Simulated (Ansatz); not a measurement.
## Run report: Ga15As17, geometry relaxation (part 1 of 3)

- system: Ga15As17 (defect cell, 32 atoms in the cell)
- method: DFT LDA, scalar-relativistic, plane waves, PAW, no spin polarisation (Ansatz 0.2.0)

The structure derives from a Materials Project entry. It belongs to a series of runs on one base structure; here: As on a Ga site (a), charge +0, atoms relaxed at the host's cell.

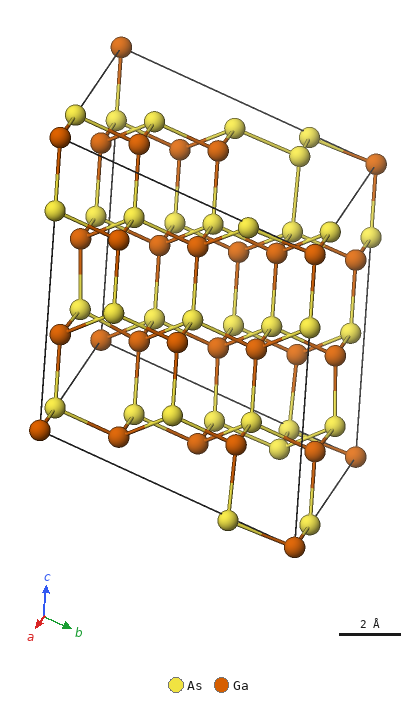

The structure as given in the input (ball-and-stick view of the cell of the calculation, seen slightly off an axis). Near neighbours in the crystal (not all of them lie inside the picture): As has 4 As at 2.43 to 2.51 Å; Ga has 4 As at 2.29 to 2.52 Å; As has 1 As at 2.43 to 2.51 Å and 3 Ga at 2.29 to 2.52 Å; As has 4 Ga at 2.43 Å.

**Key numbers**

```csv
quantity,value
outcome,converged
electrons treated,450
free energy,−136765.2864 eV
Fermi energy,9.032 eV
gap on the k-point mesh,0.23 eV
final volume,703.74 Å³
largest force (length of the vector) at the end,0.012 eV/Å
hardware,"4 threads of Intel Xeon @ 2.70GHz, 189 GiB of memory available, shared host"
wall time,8.6 min (CPU time 33 min)
peak memory,4.6 GiB
```

**Input file**
```yaml
crystal:
  lattice:
    - [-5.6033815718, -5.6033815718, 5.6033815718]
    - [5.6033815718, -5.6033815718, -5.6033815718]
    - [5.6033815718, 5.6033815718, 5.6033815718]
  atoms:
    - { symbol: As, position: [0.2636927593, 0.7623735546, 0.0130545053] }
    - { symbol: Ga, position: [0.0, 0.75, 0.25] }
    - { symbol: Ga, position: [0.5, 0.5, 0.0] }
    - { symbol: Ga, position: [0.25, 0.5, 0.25] }
    - { symbol: Ga, position: [0.0, 0.5, 0.5] }
    - { symbol: Ga, position: [0.75, 0.75, 0.5] }
    - { symbol: Ga, position: [0.5, 0.75, 0.75] }
    - { symbol: Ga, position: [0.0, 0.0, 0.0] }
    - { symbol: Ga, position: [0.75, 0.25, 0.0] }
    - { symbol: Ga, position: [0.5, 0.25, 0.25] }
    - { symbol: Ga, position: [0.25, 0.25, 0.5] }
    - { symbol: Ga, position: [0.0, 0.25, 0.75] }
    - { symbol: Ga, position: [0.75, 0.5, 0.75] }
    - { symbol: Ga, position: [0.75, 0.0, 0.25] }
    - { symbol: Ga, position: [0.5, 0.0, 0.5] }
    - { symbol: Ga, position: [0.25, 0.0, 0.75] }
    - { symbol: As, position: [0.2463231799, 0.750671138, 0.7457069417] }
    - { symbol: As, position: [-0.0122490186, 0.7368621558, -0.0173223451] }
    - { symbol: As, position: [0.5, 0.5, 0.75] }
    - { symbol: As, position: [0.254946292, 0.5061806163, 0.0038303227] }
    - { symbol: As, position: [0.0, 0.5, 0.25] }
    - { symbol: As, position: [0.75, 0.75, 0.25] }
    - { symbol: As, position: [0.5, 0.75, 0.5] }
    - { symbol: As, position: [0.0, 0.0, 0.75] }
    - { symbol: As, position: [0.75, 0.25, 0.75] }
    - { symbol: As, position: [0.5, 0.25, 0.0] }
    - { symbol: As, position: [0.25, 0.25, 0.25] }
    - { symbol: As, position: [0.0, 0.25, 0.5] }
    - { symbol: As, position: [0.75, 0.5, 0.5] }
    - { symbol: As, position: [0.75, 0.0, 0.0] }
    - { symbol: As, position: [0.5057301822, 0.0185761523, 0.2679049544] }
    - { symbol: As, position: [0.25, 0.0, 0.5] }
  host:
    lattice:
      - [0.0, 2.8016907859, 2.8016907859]
      - [2.8016907859, 0.0, 2.8016907859]
      - [2.8016907859, 2.8016907859, 0.0]
    atoms:
      - { symbol: Ga, position: [0.0, 0.0, 0.0] }
      - { symbol: As, position: [0.75, 0.75, 0.75] }
basis:
  ecutwfc: 420
  xc_grid: 2
kpoints:
  mp_grid: { grid: [3, 3, 3], shift: [0.0, 0.0, 0.0] }
hamiltonian:
  xc: lda
scf:
  occupations: { method: gaussian, width: 0.02 }
output:
  forces: true
  stress: false
  eigenvalues: true
  charged_corrections:
    defect_position: [0.25, 0.75, 0.0]
    epsilon: [[15.8256, 0.0, 0.0], [0.0, 15.8256, 0.0], [0.0, 0.0, 15.8256]]
  write_density: true
  write_potential: true
  elf: true
  volumetric_format: npy
relax:
  adjacent_minimum: "off"
  f_tol: 0.025
  max_steps: 45
```

Run as:
```bash
ansatz run input.yaml --threads 4 --pin off --max-ram 8192MiB --backend cpu --events-out ev --progress --plain --runs-dir out
```

**Output**
```
Engine: ansatz 0.2.0, x86_64-unknown-linux-gnu
Pseudopotentials: kind: paw
Pseudopotential: As, paw, valence charge 15, recommended cutoff 420 eV (normal), As.paw.azcp
Pseudopotential: Ga, paw, valence charge 13, recommended cutoff 420 eV (normal), Ga.paw.azcp
Functional definition: SPW92
  exchange = slater_x
  correlation = pw_c
Crystal: 32 atoms, lattice volume = 703.737 Å³
Basis set: ecut = 420 eV, 13811 PW (Γ), exchange–correlation on 144×144×144 points (8 copies of the dense FFT grid, shifted against one another)
Bands: 270, of which v1, the nominal top of the filled ones, is band 225 counted from 1 (224 counted from 0)
Symmetry: 1 space group operations
Space group: P1 (ITA 1), of the structure as read, at distance tolerance 8.9e-5 Å
k-points: 14 of 27 (time reversal used)
Non-local potential: As, projectors of the file, l = 0: 2, l = 1: 2, l = 2: 3, l = 3: 1
Non-local potential: Ga, projectors of the file, l = 0: 2, l = 1: 2, l = 2: 3, l = 3: 1
PAW form: soft (Blöchl's): semilocal exchange-correlation on the pseudo side does not see the compensation charge
PAW frozen core: As, regenerated for the run's functional, and the local potential with it (the file was generated under x = pbe(κ = 0.804, μ = 0.2195149727645171), c = pbe(β = 0.06672455060314922))
PAW frozen core: Ga, regenerated for the run's functional, and the local potential with it (the file was generated under x = pbe(κ = 0.804, μ = 0.2195149727645171), c = pbe(β = 0.06672455060314922))
PAW one-centre angular grid: As, 590 points (default); XC on 64 Gauss nodes
PAW one-centre angular grid: Ga, 590 points (default); XC on 64 Gauss nodes
Initial density: superposition of atomic densities (neutral atoms: chi_scale 0, normalization atom), corrected by the library's trained network
Initial wavefunctions: pseudopotential atomic-orbital guess
Functional: x = slater, c = lda
SCF iter   1: F=—  HF=-136764.961375 eV  |F-HF|=—  |Δ(HF+E_count)|=         —  Δρ=6.18e-3  dr2=3.29e-1  ethr=1.77e-3  ⟨swp⟩=6.0  Hψ=14488  notcnv=0  defer=6
preconditioner: auto → Resta (q_TF=auto, 2.532 Å⁻¹)  ε∞=3.7  [insulator: Δε(μ)=0.271 eV  Ē_g=14.329 eV  σ=0.020 eV  W_gap=1.00  n_scr=200 (ndim 8)  ℏωp=23.4 eV  f_vac=0.076  D(μ)=0.00/eV (n_scr^D=0)  ε∞_Penn≈3.7]
SCF iter   2: F=—  HF=-136764.879321 eV  |F-HF|=—  |Δ(HF+E_count)|=   8.21e-2  Δρ=3.00e-3  dr2=4.54e-2  ethr=7.31e-5  ⟨swp⟩=2.1  Hψ=4441  notcnv=0  defer=567
SCF iter   3: F=—  HF=-136764.869541 eV  |F-HF|=—  |Δ(HF+E_count)|=   9.78e-3  Δρ=1.20e-3  dr2=7.06e-3  ethr=1.01e-5  ⟨swp⟩=2.0  Hψ=6426  notcnv=0  defer=567
SCF iter   4: F=—  HF=-136764.868385 eV  |F-HF|=—  |Δ(HF+E_count)|=   1.16e-3  Δρ=2.91e-4  dr2=5.91e-4  ethr=1.57e-6  ⟨swp⟩=2.0  Hψ=6412  notcnv=0  defer=567
SCF iter   5: F=—  HF=-136764.868287 eV  |F-HF|=—  |Δ(HF+E_count)|=   9.89e-5  Δρ=9.80e-5  dr2=9.19e-5  ethr=1.31e-7  ⟨swp⟩=2.0  Hψ=6442  notcnv=0  defer=567
SCF iter   6: F=-136764.868285 eV  HF=-136764.868289 eV  |F-HF|=3.27e-6  |Δ(HF+E_count)|=   2.15e-6  Δρ=4.39e-5  dr2=1.38e-5  ethr=3.47e-9  ⟨swp⟩=15.0  Hψ=40332  notcnv=0
SCF 1 converged in 6 iterations: F = -136764.868285 eV  dr2 = 1.38e-5
  greatest PAW one-centre occupation: 0.999 electrons in one spin orbital (limit 2), on the As atom at site 0 (counted from 0), in its partial waves of l = 2
relax step   1: F+E_penalty+E_count = -136764.86828546 eV  Δ(F+E_penalty+E_count) = +0.000e0 eV  max|allowed force component| = 1.589e0 eV/Å  Δτ_max = 0.0000 Å  (6 SCF iters, dr2 threshold 1.56e-5 eV, accepted)
Initial density: handed on by an earlier stage of this run
Initial wavefunctions: those handed on with the density
iter 1 solved again at ethr=1.56e-5 eV; its pass at ethr=3.10e-3 eV (dr2=7.00e-2 eV) is discarded
SCF iter   1: F=—  HF=-136765.286871 eV  |F-HF|=—  |Δ(HF+E_count)|=         —  Δρ=4.03e-3  dr2=7.02e-2  ethr=1.56e-5  ⟨swp⟩=2.0  Hψ=12067  notcnv=0  defer=569
preconditioner: auto → Resta (q_TF=auto, 2.532 Å⁻¹)  ε∞=3.7  [insulator: Δε(μ)=0.230 eV  Ē_g=14.347 eV  σ=0.020 eV  W_gap=1.00  n_scr=200 (ndim 8)  ℏωp=23.4 eV  f_vac=0.063  D(μ)=0.00/eV (n_scr^D=0)  ε∞_Penn≈3.7]
SCF iter   2: F=—  HF=-136765.270951 eV  |F-HF|=—  |Δ(HF+E_count)|=   1.59e-2  Δρ=2.13e-3  dr2=1.93e-2  ethr=1.56e-5  ⟨swp⟩=2.0  Hψ=6422  notcnv=0  defer=569
SCF iter   3: F=—  HF=-136765.266354 eV  |F-HF|=—  |Δ(HF+E_count)|=   4.60e-3  Δρ=2.68e-4  dr2=6.79e-4  ethr=4.28e-6  ⟨swp⟩=2.0  Hψ=6422  notcnv=0  defer=569
SCF iter   4: F=—  HF=-136765.266240 eV  |F-HF|=—  |Δ(HF+E_count)|=   1.14e-4  Δρ=1.04e-4  dr2=9.29e-5  ethr=1.51e-7  ⟨swp⟩=2.0  Hψ=6402  notcnv=0  defer=569
SCF iter   5: F=-136765.266196 eV  HF=-136765.266205 eV  |F-HF|=9.45e-6  |Δ(HF+E_count)|=   3.43e-5  Δρ=4.02e-5  dr2=1.17e-5  ethr=2.06e-8  ⟨swp⟩=15.9  Hψ=39041  notcnv=0
SCF 2 converged in 5 iterations: F = -136765.266196 eV  dr2 = 1.17e-5
relax step   2: F+E_penalty+E_count = -136765.26619572 eV  Δ(F+E_penalty+E_count) = -3.979e-1 eV  max|allowed force component| = 2.598e-1 eV/Å  Δτ_max = 0.1650 Å  (5 SCF iters, dr2 threshold 1.00e-4 eV, accepted)
SCF iter   1: F=—  HF=-136765.288507 eV  |F-HF|=—  |Δ(HF+E_count)|=         —  Δρ=1.44e-3  dr2=9.29e-3  ethr=1.34e-5  ⟨swp⟩=3.2  Hψ=6575  notcnv=0  defer=566
preconditioner: auto → Resta (q_TF=auto, 2.532 Å⁻¹)  ε∞=3.7  [insulator: Δε(μ)=0.227 eV  Ē_g=14.353 eV  σ=0.020 eV  W_gap=1.00  n_scr=200 (ndim 8)  ℏωp=23.4 eV  f_vac=0.063  D(μ)=0.00/eV (n_scr^D=0)  ε∞_Penn≈3.7]
SCF iter   2: F=—  HF=-136765.286541 eV  |F-HF|=—  |Δ(HF+E_count)|=   1.97e-3  Δρ=7.08e-4  dr2=1.65e-3  ethr=2.06e-6  ⟨swp⟩=2.0  Hψ=4378  notcnv=0  defer=566
SCF iter   3: F=—  HF=-136765.286418 eV  |F-HF|=—  |Δ(HF+E_count)|=   1.23e-4  Δρ=1.56e-4  dr2=1.65e-4  ethr=3.66e-7  ⟨swp⟩=2.0  Hψ=6364  notcnv=0  defer=566
SCF iter   4: F=—  HF=-136765.286394 eV  |F-HF|=—  |Δ(HF+E_count)|=   2.37e-5  Δρ=4.18e-5  dr2=1.41e-5  ethr=3.66e-8  ⟨swp⟩=2.0  Hψ=6294  notcnv=0  defer=566
SCF iter   5: F=-136765.286390 eV  HF=-136765.286391 eV  |F-HF|=1.12e-6  |Δ(HF+E_count)|=   2.78e-6  Δρ=1.59e-5  dr2=1.49e-6  ethr=9.37e-10  ⟨swp⟩=15.9  Hψ=37802  notcnv=0
SCF 3 converged in 5 iterations: F = -136765.286390 eV  dr2 = 1.49e-6
relax step   3: F+E_penalty+E_count = -136765.28639002 eV  Δ(F+E_penalty+E_count) = -2.019e-2 eV  max|allowed force component| = 7.708e-3 eV/Å  Δτ_max = 0.0332 Å  (5 SCF iters, dr2 threshold 4.22e-6 eV, accepted)
iter 1 solved again at ethr=3.30e-10 eV; its pass at ethr=3.10e-3 eV (dr2=1.49e-6 eV) is discarded
SCF iter   1: F=—  HF=-136765.286391 eV  |F-HF|=—  |Δ(HF+E_count)|=         —  Δρ=1.59e-5  dr2=1.49e-6  ethr=3.30e-10  ⟨swp⟩=1.0  Hψ=8820  notcnv=0
preconditioner: auto → Resta (q_TF=auto, 2.532 Å⁻¹)  ε∞=3.7  [insulator: Δε(μ)=0.226 eV  Ē_g=14.348 eV  σ=0.020 eV  W_gap=1.00  n_scr=200 (ndim 8)  ℏωp=23.4 eV  f_vac=0.063  D(μ)=0.00/eV (n_scr^D=0)  ε∞_Penn≈3.7]
SCF iter   2: F=—  HF=-136765.286391 eV  |F-HF|=—  |Δ(HF+E_count)|=   3.70e-7  Δρ=8.19e-6  dr2=5.23e-7  ethr=3.30e-10  ⟨swp⟩=2.0  Hψ=6293  notcnv=0
SCF iter   3: F=—  HF=-136765.286391 eV  |F-HF|=—  |Δ(HF+E_count)|=   1.78e-9  Δρ=4.86e-6  dr2=2.04e-7  ethr=1.16e-10  ⟨swp⟩=2.0  Hψ=4885  notcnv=0
SCF iter   4: F=-136765.286391 eV  HF=-136765.286391 eV  |F-HF|=2.33e-9  |Δ(HF+E_count)|=   2.94e-8  Δρ=7.79e-7  dr2=5.62e-9  ethr=2.22e-11  ⟨swp⟩=7.1  Hψ=22803  notcnv=0
SCF 4 converged in 4 iterations: F = -136765.286391 eV  dr2 = 5.62e-9
relax step   4: F+E_penalty+E_count = -136765.28639080 eV  Δ(F+E_penalty+E_count) = -7.762e-7 eV  max|allowed force component| = 7.705e-3 eV/Å  Δτ_max = 0.0000 Å  (4 SCF iters, accepted)
```

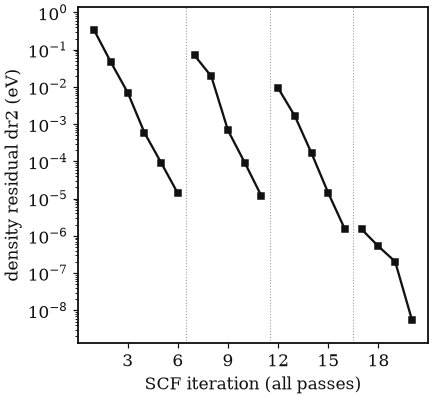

Convergence of the self-consistent field: density residual dr2 against the SCF iteration. The dotted lines part the SCF passes of the relaxation: geometry steps, rejected trials and re-solves on a re-selected basis. The passes take 6, 5, 5 and 4 iterations.

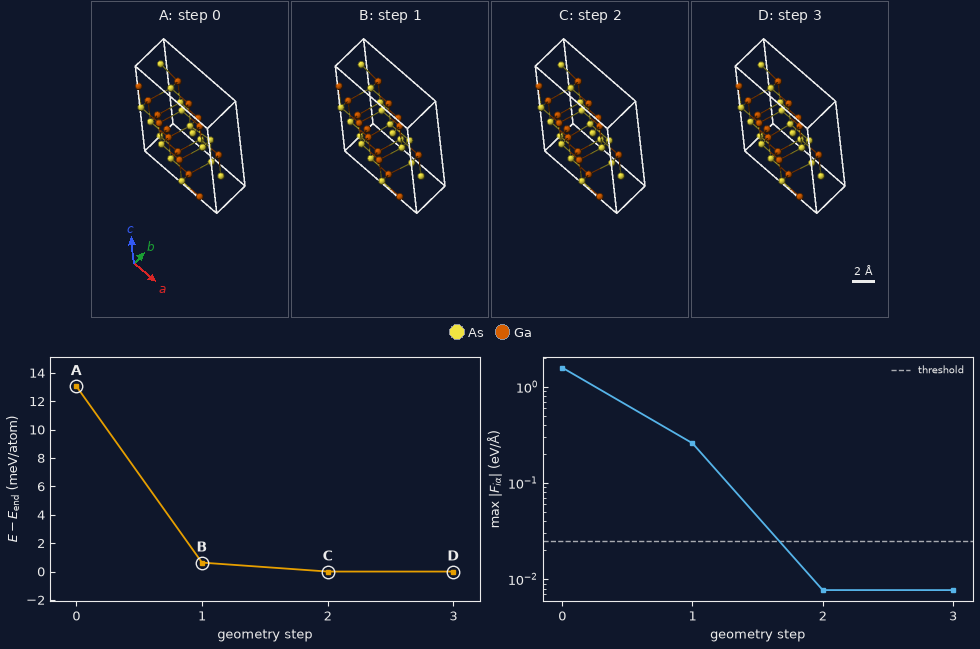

Frames of the relaxation (ball-and-stick view of the cell of the calculation (origin shifted), seen slightly off an axis) above the curves, on which the letters mark them (the first geometry is step 0 here and step 1 in the log).

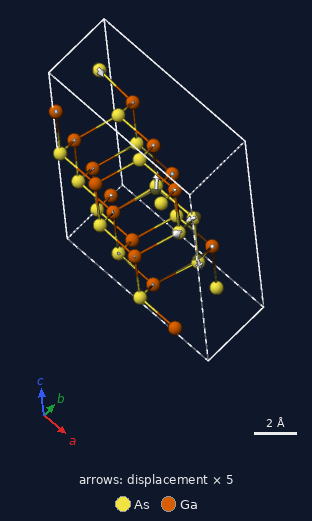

Start (faint) and end (solid) with the displacements as white arrows, magnified 5 times (ball-and-stick view of the cell of the calculation (origin shifted), seen slightly off an axis). The energy falls by 13.1 meV per atom in 3 geometry steps. Largest force component: 1.6 eV/Å at the start, 0.0077 eV/Å at the end. As18 moves most: 0.19 Å. Largest moves by element: As 0.19 Å, Ga 0.04 Å. The cell doesn't change. Among the contacts that change: As1–As20 2.430 → 2.559 Å, Ga13–As18 2.289 → 2.413 Å, As1–As31 2.439 → 2.560 Å, Ga2–As18 2.515 → 2.413 Å. Among the angles that change: As1–As18–Ga13 116.0° → 106.8°, Ga2–As18–Ga8 105.5° → 112.1°, As17–As1–As18 103.1° → 109.4°. (Atoms are counted from 1 in the order of the input.)

```
SCF converged after 4 iterations
Free energy (F): -136765.286391 eV
Harris-Foulkes:  -136765.286391 eV  (|F-HF|=2.33e-9)
Internal energy: -136765.286391 eV  (E = F + TS)
E sigma→0 (E₀):  -136765.286391 eV
Fermi energy:    9.032099 eV
--- Per-component energies (eV) ---
  E_band       = -5217.041671
  E_kinetic    = 3525.533561
  E_local      = -61960.555608  (includes V_loc(G=0)·N_el)
  E_nonlocal   = -4911.047178
  E_hartree    = 31360.863773
  E_xc         = -2385.824920
  E_vxc        = -2246.382169  (∫ρ·V_xc dr)
  E_paw        = -58502.595890  (= ΣΔE_a)
  E_vpaw       = -2346.317386  (= ΣTr[D̂ρ^β])
  E_aug_tail   = -0.001675  (compensation charges beyond the density's cutoff)
  E_ewald      = -43952.864565
  E_core_change = 61.206109  (= ΣΔE_core)
  E_smearing   = -0.000000  (= −TS)
  E_closure    = 0.000000  (closes the sum)
  Σ components = -136765.286391   (vs F -136765.286391, Δ=0.00e0)
```
